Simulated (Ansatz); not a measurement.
Run report: TaN, geometry relaxation (part 1 of 2)

System: TaN (6 atoms in the cell).
Method: DFT PBE, scalar-relativistic, plane waves, PAW, no spin polarisation (Ansatz 0.2.0).

The structure derives from an entry of the Crystallography Open Database. It belongs to a series of runs on one base structure; here: film's bulk on the substrate's plane, third vector and atoms relaxed. Figures and captions count atoms from 1; the log counts them from 0 in places.

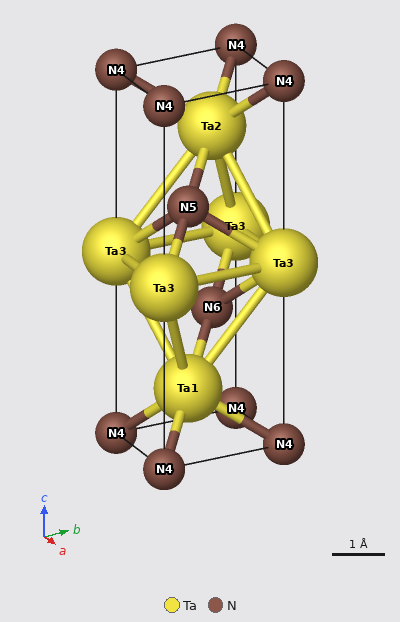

Figure 1. The input geometry (ball-and-stick view of the reduced cell, seen slightly off an axis; atoms are numbered from 1 in the order of the input). An atom can appear more than once, as a periodic image.

**Key numbers**

```tsv
quantity	value
outcome	converged
space group (tolerance 0.01 Å)	Immm (71)
electrons treated	54
free energy	−30953.1026 eV
Fermi energy	21.867 eV
gap on the k-point mesh	none (metallic)
pressure	16.05 GPa
final volume	62.76 Å³
largest force (length of the vector) at the end	under 0.001 eV/Å
final cell	a = 5.098 Å, b = 7.209 Å, c = 3.069 Å, α = 90.03°, β = 146.19°, γ = 90.00°
hardware	4 threads of Arm Neoverse V2, 24 GiB of memory available, shared host
wall time	60 s (CPU time 4 min)
peak memory	0.82 GiB
```

**Remarks**

Warnings of the run: the k-point mesh lowers the symmetry that the run can use. Spin–orbit coupling is left out, which matters for Ta.

**Input**
```yaml
crystal:
  lattice:
    - [5.0976115218, 0.0, 0.0]
    - [0.0, 7.2091113498, 0.0]
    - [-2.5488057609, 0.0, 1.6772904036]
  atoms:
    - { symbol: Ta, position: [0.3333333333, 0.1666666667, 0.0] }
    - { symbol: Ta, position: [0.6666666667, 0.8333333333, 0.0] }
    - { symbol: Ta, position: [0.0, 0.5, 0.0] }
    - { symbol: "N", position: [0.0, 0.0, 0.0] }
    - { symbol: "N", position: [0.3333333333, 0.6666666667, 0.0] }
    - { symbol: "N", position: [0.6666666667, 0.3333333333, 0.0] }
basis:
  ecutwfc: 420
kpoints:
  mp_grid: { grid: [7, 5, 20] }
hamiltonian:
  xc: pbe
scf:
  occupations: { method: gaussian, width: 0.1 }
output:
  forces: true
  stress: true
  eigenvalues: true
relax:
  adjacent_minimum: "off"
  f_tol: 0.01
  max_steps: 50
  cell: { fix: [a, b, gamma], stress_tol: 0.1 }
```

Command:
```bash
ansatz run input.yaml --threads 4 --pin off --max-ram 10240MiB --backend cpu --events-out ev --progress --plain --runs-dir out
```

**Log**
```
Warning: crystal.symmetry: narrowed to the stabiliser of the k-point mesh — unitary ops 12 → 6; excluded 6 operations that carry a point of the 7×5×20 mesh (shift [0, 0, 0]) off the mesh (the run samples exactly the mesh kpoints.mp_grid names, as under crystal.symmetry.detect: false, and its converged state has the mesh's symmetry, not the crystal's; ε∞, the Born charges and the force constants of a linear response (`dielectric:` by the response, `phonons.method: dfpt`) are averaged over those of the crystal's operations that the state keeps within a tolerance, where `mesh_tensors`, `unaveraged_element` or `gamma_mean_max_change_ev_ang2` stands beside them; a row that `dielectric.field_direction` solves alone is averaged likewise, with nothing beside; a Γ-centred mesh of equal divisions is mapped onto itself by every operation and keeps the whole group, as does a half-shifted one under kpoints.further_shifts: images)
Engine: ansatz 0.2.0, aarch64-unknown-linux-gnu
Pseudopotentials: kind: paw
Pseudopotential: Ta, paw, valence charge 13, recommended cutoff 420 eV (normal), Ta.paw.azcp
Pseudopotential: N, paw, valence charge 5, recommended cutoff 420 eV (normal), N.paw.azcp
Functional definition: PBE
  parameter kappa = 0.804
  parameter beta = 0.06672455060314922
  exchange = pbe_x(kappa = kappa, mu = beta*pi^2/3)
  correlation = pbe_c(beta = beta)
Crystal: 6 atoms, lattice volume = 61.639 Å³
Basis set: ecut = 420 eV, 1201 PW (Γ), exchange–correlation on 72×100×48 points (8 copies of the dense FFT grid, shifted against one another)
Bands: 33, of which v1, the nominal top of the filled ones, is band 27 counted from 1 (26 counted from 0)
Symmetry: 6 space group operations
k-points: 351 of 700
Non-local potential: Ta, projectors of the file, l = 0: 3, l = 1: 2, l = 2: 2, l = 3: 1
Non-local potential: N, projectors of the file, l = 0: 2, l = 1: 2, l = 2: 1
PAW form: soft (Blöchl's): semilocal exchange-correlation on the pseudo side does not see the compensation charge
PAW one-centre angular grid: Ta, 590 points (default); XC on 64 Gauss nodes
PAW one-centre angular grid: N, 110 points (default); XC on 64 Gauss nodes
Initial density: superposition of atomic densities (neutral atoms: chi_scale 0, normalization atom), corrected by the library's trained network
Initial wavefunctions: pseudopotential atomic-orbital guess
Functional: x = pbe(κ = 0.804, μ = 0.2195149727645171), c = pbe(β = 0.06672455060314922)
SCF iter   1: F=—  HF=-30953.086939 eV  |F-HF|=—  |Δ(HF+E_count)|=         —  Δρ=4.47e-3  dr2=5.32e-3  ethr=1.77e-3  ⟨swp⟩=5.4  Hψ=47026  notcnv=0
preconditioner: auto → Kerker (q_TF=auto, 2.669 Å⁻¹)  [metal: Δε(μ)=0.003 eV  Ē_g=9.845 eV  σ=0.100 eV  W_gap=0.02  n_scr=24 (ndim 8)  ℏωp=25.9 eV  f_vac=0.000  D(μ)=2.76/eV (n_scr^D=32)]
SCF iter   2: F=—  HF=-30953.086311 eV  |F-HF|=—  |Δ(HF+E_count)|=   6.28e-4  Δρ=2.59e-3  dr2=1.92e-3  ethr=9.85e-6  ⟨swp⟩=2.5  Hψ=22259  notcnv=0
SCF iter   3: F=—  HF=-30953.086430 eV  |F-HF|=—  |Δ(HF+E_count)|=   1.19e-4  Δρ=2.64e-4  dr2=1.81e-5  ethr=3.56e-6  ⟨swp⟩=2.3  Hψ=16854  notcnv=0
SCF iter   4: F=—  HF=-30953.086422 eV  |F-HF|=—  |Δ(HF+E_count)|=   7.21e-6  Δρ=6.37e-5  dr2=1.31e-6  ethr=3.36e-8  ⟨swp⟩=2.8  Hψ=20204  notcnv=0
SCF iter   5: F=—  HF=-30953.086422 eV  |F-HF|=—  |Δ(HF+E_count)|=   1.67e-7  Δρ=2.34e-5  dr2=3.13e-7  ethr=2.42e-9  ⟨swp⟩=2.0  Hψ=16483  notcnv=0
SCF iter   6: F=-30953.086422 eV  HF=-30953.086422 eV  |F-HF|=1.51e-8  |Δ(HF+E_count)|=   5.67e-8  Δρ=7.96e-6  dr2=2.76e-8  ethr=1.85e-10  ⟨swp⟩=8.2  Hψ=45204  notcnv=0
SCF 1 converged in 6 iterations: F = -30953.086422 eV  dr2 = 2.76e-8
  greatest PAW one-centre occupation: 0.999 electrons in one spin orbital (limit 2), on the Ta atom at site 2 (counted from 0), in its partial waves of l = 0
relax step   1: F+E_penalty+E_count = -30953.08642242 eV  Δ(F+E_penalty+E_count) = +0.000e0 eV  max|allowed force component| = 5.958e-26 eV/Å  Δτ_max = 0.0000 Å  P = +21.969 GPa  Ω = 61.639 Å³  fix = [a, b, gamma]  reactions: a +37.641, b +23.663 GPa; gamma -19.493 GPa/rad  (6 SCF iters, dr2 threshold 1.00e-7 eV, accepted)
Crystal: 6 atoms, lattice volume = 62.251 Å³
Basis set: ecut = 420 eV, 1217 PW (Γ), exchange–correlation on 72×100×48 points (8 copies of the dense FFT grid, shifted against one another)
Initial density: handed on by an earlier stage of this run
Initial wavefunctions: those handed on with the density
iter 1 solved again at ethr=6.60e-6 eV; its pass at ethr=3.10e-3 eV (dr2=3.56e-3 eV) is discarded
SCF iter   1: F=—  HF=-30953.098201 eV  |F-HF|=—  |Δ(HF+E_count)|=         —  Δρ=2.70e-3  dr2=3.74e-3  ethr=6.60e-6  ⟨swp⟩=1.8  Hψ=62936  notcnv=0
preconditioner: auto → Kerker (q_TF=auto, 2.664 Å⁻¹)  [metal: Δε(μ)=0.000 eV  Ē_g=9.753 eV  σ=0.100 eV  W_gap=0.00  n_scr=24 (ndim 8)  ℏωp=25.8 eV  f_vac=0.000  D(μ)=2.84/eV (n_scr^D=32)]
SCF iter   2: F=—  HF=-30953.097407 eV  |F-HF|=—  |Δ(HF+E_count)|=   7.94e-4  Δρ=1.20e-3  dr2=5.89e-4  ethr=6.60e-6  ⟨swp⟩=2.0  Hψ=16126  notcnv=0
SCF iter   3: F=—  HF=-30953.097279 eV  |F-HF|=—  |Δ(HF+E_count)|=   1.28e-4  Δρ=4.81e-4  dr2=1.12e-4  ethr=1.09e-6  ⟨swp⟩=1.2  Hψ=11653  notcnv=0
SCF iter   4: F=—  HF=-30953.097251 eV  |F-HF|=—  |Δ(HF+E_count)|=   2.83e-5  Δρ=6.88e-5  dr2=1.58e-6  ethr=2.07e-7  ⟨swp⟩=2.6  Hψ=18304  notcnv=0
SCF iter   5: F=-30953.097251 eV  HF=-30953.097251 eV  |F-HF|=4.68e-9  |Δ(HF+E_count)|=   1.53e-7  Δρ=8.54e-6  dr2=2.99e-8  ethr=1.11e-9  ⟨swp⟩=6.0  Hψ=47654  notcnv=0
SCF 2 converged in 5 iterations: F = -30953.097251 eV  dr2 = 2.99e-8
relax step   2: F+E_penalty+E_count = -30953.09725074 eV  Δ(F+E_penalty+E_count) = -1.083e-2 eV  max|allowed force component| = 1.084e-25 eV/Å  Δτ_max = 0.0000 Å  P = +18.618 GPa  Ω = 62.251 Å³  energy of the carried Pulay correction = -1.857e-3 eV  fix = [a, b, gamma]  reactions: a +34.306, b +19.631 GPa; gamma -19.811 GPa/rad  (5 SCF iters, dr2 threshold 6.00e-7 eV, accepted)
Crystal: 6 atoms, lattice volume = 62.700 Å³
Basis set: ecut = 420 eV, 1221 PW (Γ), exchange–correlation on 72×100×48 points (8 copies of the dense FFT grid, shifted against one another)
iter 1 solved again at ethr=3.37e-6 eV; its pass at ethr=3.10e-3 eV (dr2=1.82e-3 eV) is discarded
SCF iter   1: F=—  HF=-30953.099240 eV  |F-HF|=—  |Δ(HF+E_count)|=         —  Δρ=1.94e-3  dr2=1.91e-3  ethr=3.37e-6  ⟨swp⟩=2.0  Hψ=61775  notcnv=0
preconditioner: auto → Kerker (q_TF=auto, 2.661 Å⁻¹)  [metal: Δε(μ)=0.001 eV  Ē_g=9.695 eV  σ=0.100 eV  W_gap=0.00  n_scr=24 (ndim 8)  ℏωp=25.7 eV  f_vac=0.000  D(μ)=2.76/eV (n_scr^D=30)]
SCF iter   2: F=—  HF=-30953.098843 eV  |F-HF|=—  |Δ(HF+E_count)|=   3.97e-4  Δρ=8.76e-4  dr2=3.02e-4  ethr=3.37e-6  ⟨swp⟩=2.0  Hψ=16130  notcnv=0
SCF iter   3: F=—  HF=-30953.098779 eV  |F-HF|=—  |Δ(HF+E_count)|=   6.42e-5  Δρ=3.50e-4  dr2=5.71e-5  ethr=5.60e-7  ⟨swp⟩=1.2  Hψ=11650  notcnv=0
SCF iter   4: F=—  HF=-30953.098765 eV  |F-HF|=—  |Δ(HF+E_count)|=   1.36e-5  Δρ=4.79e-5  dr2=7.52e-7  ethr=1.06e-7  ⟨swp⟩=2.5  Hψ=17924  notcnv=0
SCF iter   5: F=-30953.098766 eV  HF=-30953.098766 eV  |F-HF|=4.55e-10  |Δ(HF+E_count)|=   1.10e-7  Δρ=5.90e-6  dr2=1.27e-8  ethr=1.11e-9  ⟨swp⟩=5.6  Hψ=46055  notcnv=0
SCF 3 converged in 5 iterations: F = -30953.098766 eV  dr2 = 1.27e-8
relax step   3: F+E_penalty+E_count = -30953.09876561 eV  Δ(F+E_penalty+E_count) = -1.515e-3 eV  max|allowed force component| = 1.637e-25 eV/Å  Δτ_max = 0.0000 Å  P = +16.280 GPa  Ω = 62.700 Å³  energy of the carried Pulay correction = -3.208e-3 eV  fix = [a, b, gamma]  reactions: a +31.928, b +16.833 GPa; gamma -20.036 GPa/rad  (5 SCF iters, dr2 threshold 6.00e-7 eV, accepted)
Crystal: 6 atoms, lattice volume = 62.725 Å³
iter 1 solved again at ethr=3.45e-8 eV; its pass at ethr=3.10e-3 eV (dr2=1.86e-5 eV) is discarded
SCF iter   1: F=—  HF=-30953.098730 eV  |F-HF|=—  |Δ(HF+E_count)|=         —  Δρ=1.98e-4  dr2=2.35e-5  ethr=3.45e-8  ⟨swp⟩=3.0  Hψ=61187  notcnv=0
preconditioner: auto → Kerker (q_TF=auto, 2.661 Å⁻¹)  [metal: Δε(μ)=0.003 eV  Ē_g=9.699 eV  σ=0.100 eV  W_gap=0.02  n_scr=24 (ndim 8)  ℏωp=25.7 eV  f_vac=0.000  D(μ)=2.76/eV (n_scr^D=28)]
SCF iter   2: F=—  HF=-30953.098723 eV  |F-HF|=—  |Δ(HF+E_count)|=   7.25e-6  Δρ=1.11e-4  dr2=8.12e-6  ethr=3.45e-8  ⟨swp⟩=2.3  Hψ=15335  notcnv=0
SCF iter   3: F=—  HF=-30953.098720 eV  |F-HF|=—  |Δ(HF+E_count)|=   2.64e-6  Δρ=3.54e-5  dr2=8.76e-7  ethr=1.50e-8  ⟨swp⟩=2.5  Hψ=17990  notcnv=0
SCF iter   4: F=-30953.098720 eV  HF=-30953.098720 eV  |F-HF|=4.13e-9  |Δ(HF+E_count)|=   2.31e-7  Δρ=9.84e-6  dr2=3.17e-8  ethr=1.07e-10  ⟨swp⟩=3.3  Hψ=48141  notcnv=0
SCF 4 converged in 4 iterations: F = -30953.098720 eV  dr2 = 3.17e-8
relax step   4: F+E_penalty+E_count = -30953.09871963 eV  Δ(F+E_penalty+E_count) = +4.597e-5 eV  max|allowed force component| = 3.861e-26 eV/Å  Δτ_max = 0.0000 Å  P = +16.156 GPa  Ω = 62.725 Å³  energy of the carried Pulay correction = -3.282e-3 eV  fix = [a, b, gamma]  reactions: a +31.798, b +16.683 GPa; gamma -20.048 GPa/rad  (4 SCF iters, dr2 threshold 5.75e-8 eV, accepted)
Initial wavefunctions: pseudopotential atomic-orbital guess (no wavefunctions were taken with the density)
iter 1 solved again at ethr=2.05e-8 eV; its pass at ethr=3.10e-3 eV (dr2=1.11e-5 eV) is discarded
SCF iter   1: F=—  HF=-30953.102487 eV  |F-HF|=—  |Δ(HF+E_count)|=         —  Δρ=2.46e-4  dr2=2.09e-6  ethr=2.05e-8  ⟨swp⟩=3.6  Hψ=81948  notcnv=0
preconditioner: auto → Kerker (q_TF=auto, 2.661 Å⁻¹)  [metal: Δε(μ)=0.003 eV  Ē_g=9.699 eV  σ=0.100 eV  W_gap=0.02  n_scr=24 (ndim 8)  ℏωp=25.7 eV  f_vac=0.000  D(μ)=2.76/eV (n_scr^D=32)]
SCF iter   2: F=—  HF=-30953.102534 eV  |F-HF|=—  |Δ(HF+E_count)|=   4.78e-5  Δρ=1.26e-4  dr2=4.93e-7  ethr=3.88e-9  ⟨swp⟩=2.0  Hψ=16012  notcnv=0
SCF iter   3: F=—  HF=-30953.102551 eV  |F-HF|=—  |Δ(HF+E_count)|=   1.68e-5  Δρ=2.30e-5  dr2=2.61e-8  ethr=9.12e-10  ⟨swp⟩=2.2  Hψ=16083  notcnv=0
SCF iter   4: F=—  HF=-30953.102552 eV  |F-HF|=—  |Δ(HF+E_count)|=   4.82e-7  Δρ=1.97e-6  dr2=7.41e-10  ethr=4.83e-11  ⟨swp⟩=2.0  Hψ=16763  notcnv=0
SCF iter   5: F=-30953.102552 eV  HF=-30953.102552 eV  |F-HF|=0.00e0  |Δ(HF+E_count)|=   2.91e-9  Δρ=2.38e-7  dr2=2.73e-11  ethr=1.00e-12  ⟨swp⟩=4.6  Hψ=40791  notcnv=0
SCF 5 converged in 5 iterations: F = -30953.102552 eV  dr2 = 2.73e-11
relax step   5: F+E_penalty+E_count = -30953.10255156 eV  Δ(F+E_penalty+E_count) = -3.832e-3 eV  max|allowed force component| = 5.659e-26 eV/Å  Δτ_max = 0.0000 Å  P = +16.246 GPa  Ω = 62.725 Å³  fix = [a, b, gamma]  reactions: a +31.853, b +16.732 GPa; gamma -20.056 GPa/rad  stress off target by 1.58e-1 GPa on what of the cell is left free  SCF on the basis re-selected at this cell (its energy is not comparable with the rows above)  (5 SCF iters)
basis re-selected at this cell: Δ(F+E_penalty+E_count) = -3.832e-3 eV, ΔP = +0.090 GPa vs the last step (what re-selecting the basis moved, of the pressure what is left beyond the Pulay correction that the steps carried, after the strain that the cell walked since its last selection, with what the two solves' SCF thresholds leave and, on support functions, any second-order correction that the steps lacked; it is no measure of the basis error at this ecutwfc). This SCF's stress stands 1.58e-1 GPa from its target on what of the cell is left free (relax.cell.stress_tol is 1.00e-1 GPa) and its largest allowed force component is 5.66e-26 eV/Å (relax.f_tol is 1.00e-2 eV/Å): not within both, so this SCF does not close the relaxation
Crystal: 6 atoms, lattice volume = 62.763 Å³
iter 1 solved again at ethr=2.34e-8 eV; its pass at ethr=3.10e-3 eV (dr2=1.27e-5 eV) is discarded
SCF iter   1: F=—  HF=-30953.102462 eV  |F-HF|=—  |Δ(HF+E_count)|=         —  Δρ=1.58e-4  dr2=1.25e-5  ethr=2.34e-8  ⟨swp⟩=2.5  Hψ=59257  notcnv=0
preconditioner: auto → Kerker (q_TF=auto, 2.661 Å⁻¹)  [metal: Δε(μ)=0.002 eV  Ē_g=9.692 eV  σ=0.100 eV  W_gap=0.01  n_scr=24 (ndim 8)  ℏωp=25.7 eV  f_vac=0.000  D(μ)=2.74/eV (n_scr^D=24)]
SCF iter   2: F=—  HF=-30953.102457 eV  |F-HF|=—  |Δ(HF+E_count)|=   4.56e-6  Δρ=7.16e-5  dr2=1.99e-6  ethr=2.32e-8  ⟨swp⟩=2.0  Hψ=16059  notcnv=0
SCF iter   3: F=—  HF=-30953.102457 eV  |F-HF|=—  |Δ(HF+E_count)|=   4.03e-7  Δρ=2.84e-5  dr2=3.70e-7  ethr=3.68e-9  ⟨swp⟩=1.3  Hψ=11688  notcnv=0
SCF iter   4: F=-30953.102457 eV  HF=-30953.102457 eV  |F-HF|=9.46e-11  |Δ(HF+E_count)|=   8.93e-8  Δρ=3.92e-6  dr2=5.06e-9  ethr=1.16e-10  ⟨swp⟩=3.0  Hψ=45913  notcnv=0
SCF 6 converged in 4 iterations: F = -30953.102457 eV  dr2 = 5.06e-9
relax step   6: F+E_penalty+E_count = -30953.10245652 eV  Δ(F+E_penalty+E_count) = +9.504e-5 eV  max|allowed force component| = 4.028e-26 eV/Å  Δτ_max = 0.0000 Å  P = +16.053 GPa  Ω = 62.763 Å³  energy of the carried Pulay correction = -1.129e-4 eV  fix = [a, b, gamma]  reactions: a +31.658, b +16.510 GPa; gamma -20.082 GPa/rad  (4 SCF iters, dr2 threshold 6.28e-8 eV, accepted)
iter 1 solved again at ethr=2.22e-8 eV; its pass at ethr=3.10e-3 eV (dr2=1.20e-5 eV) is discarded
SCF iter   1: F=—  HF=-30953.102560 eV  |F-HF|=—  |Δ(HF+E_count)|=         —  Δρ=3.85e-5  dr2=2.50e-8  ethr=2.22e-8  ⟨swp⟩=3.6  Hψ=81751  notcnv=0
preconditioner: auto → Kerker (q_TF=auto, 2.661 Å⁻¹)  [metal: Δε(μ)=0.002 eV  Ē_g=9.693 eV  σ=0.100 eV  W_gap=0.01  n_scr=24 (ndim 8)  ℏωp=25.7 eV  f_vac=0.000  D(μ)=2.75/eV (n_scr^D=24)]
SCF iter   2: F=—  HF=-30953.102560 eV  |F-HF|=—  |Δ(HF+E_count)|=   4.36e-7  Δρ=1.96e-5  dr2=7.48e-9  ethr=4.63e-11  ⟨swp⟩=2.0  Hψ=19478  notcnv=0
SCF iter   3: F=—  HF=-30953.102561 eV  |F-HF|=—  |Δ(HF+E_count)|=   5.65e-7  Δρ=1.20e-6  dr2=5.98e-10  ethr=1.39e-11  ⟨swp⟩=2.3  Hψ=14766  notcnv=0
SCF iter   4: F=-30953.102561 eV  HF=-30953.102561 eV  |F-HF|=2.29e-10  |Δ(HF+E_count)|=  9.46e-11  Δρ=5.18e-7  dr2=5.79e-11  ethr=1.00e-12  ⟨swp⟩=5.1  Hψ=41396  notcnv=0
SCF 7 converged in 4 iterations: F = -30953.102561 eV  dr2 = 5.79e-11
relax step   7: F+E_penalty+E_count = -30953.10256058 eV  Δ(F+E_penalty+E_count) = -1.041e-4 eV  max|allowed force component| = 8.966e-26 eV/Å  Δτ_max = 0.0000 Å  P = +16.054 GPa  Ω = 62.763 Å³  fix = [a, b, gamma]  reactions: a +31.658, b +16.510 GPa; gamma -20.083 GPa/rad  stress off target by 1.45e-2 GPa on what of the cell is left free  SCF on the basis re-selected at this cell (its energy is not comparable with the rows above)  (4 SCF iters)
```
